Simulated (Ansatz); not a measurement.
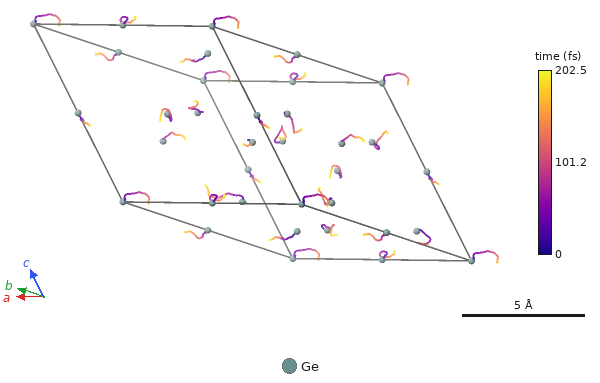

First-principles dynamics of a 16-atom cell of Ge, 202 fs long. The cell was cut from the diamond crystal. Lines trace each atom's path, coloured by time; spheres stand at the starting positions. Seen from a free direction in the reduced simulation cell.

Theory: DFT PBE-D3(BJ), scalar-relativistic, plane waves, PAW (Ansatz 0.2.0). Settings: plane-wave cutoff 420 eV; k-point mesh 2 × 2 × 2; Fermi-Dirac smearing 0.36 eV; volume 1.15 times that of the relaxed crystal; Langevin thermostat (NVT); set temperature 4200 K; time step 2.25 fs; friction 0.02 per fs.

How do the atoms move?

Answer. Root-mean-square distances from the starting positions over the second half, with the common drift of all atoms taken out: Ge 0.88 Å. That is a large part of the typical shortest distance between atoms in the first frame, about 2.6 Å and still growing: the atoms leave their places as in a liquid, so the crystal loses its order.

Limits of the set-up: the k-point mesh is coarse for a cell with partly filled bands.

The run took 14 min on 2 threads of Intel(R) Xeon(R) Platinum 8488C (Sapphire Rapids), with other jobs on the host, peak memory 1.5 GiB.
